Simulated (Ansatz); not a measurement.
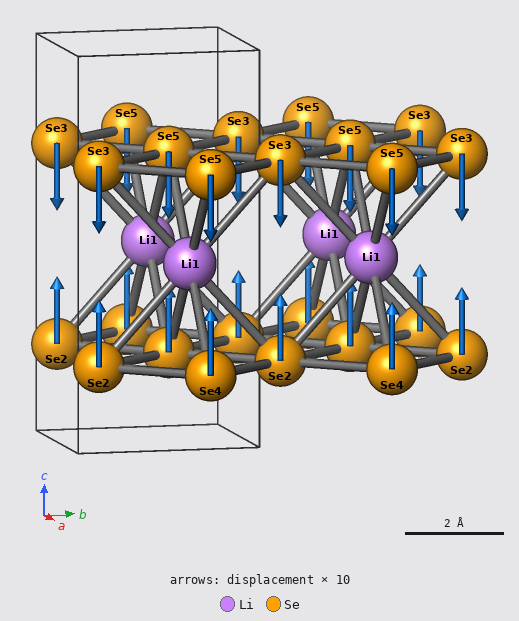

A relaxation of solid LiSe$_{4}$ (a generated structure, set up in Cmmm). The starting structure is drawn; blue arrows show the displacements (the part carried along by the change of the cell is left out), 10 times their true length.

The picture is a ball-and-stick view of the cell of the calculation, repeated 2 × 2 × 1 with one cell outlined, seen slightly off an axis.

These are results of DFT PBE, scalar-relativistic, plane waves, PAW (Ansatz), not measurements. Settings: plane-wave cutoff 420 eV; k-point mesh 10 × 10 × 6; occupations gaussian; smearing width 0.1 eV; no spin polarisation; cell and atoms relaxed; force threshold 0.01 eV/Å; at most 80 steps.

**Atoms of which element are displaced furthest, and by how much?**

Selenium: up to 0.14 Å, against 0.00 Å for lithium.

**What happened in the run?**

Over 6 accepted moves (7 points after the start) the energy falls by 12.4 meV per atom. The largest force component goes from 0.0065 to 0.003 eV/Å. The pressure goes from −0.14 to −0.01 GPa. At 1 point the geometry stayed and the basis and grid were re-selected for the new cell (energy shift of less than 0.05 meV per atom at most each time). The largest moves relative to the cell, 0.14 Å, are those of Se2, Se3, Se4 and Se5. Se3 goes along −c. Li stays in place. Cell: a = b 3.851 → 3.831 Å (−0.5 %), c 8.200 → 8.834 Å (+7.7 %), γ 92.3° → 90.0°. Volume +6.7 %. Some distances before and after: Se2–Se4 2.778 → 2.709 Å, Se2–Se4 (another image) 2.667 → 2.709 Å, Li1–Se2 2.829 → 2.837 Å. The space group (tolerance 0.01 Å) goes from Cmmm (No. 65) to P4/mmm (No. 123). The run took 6.4 min on 1 thread of Arm Neoverse V1, with other jobs on the host, peak memory 0.69 GiB.
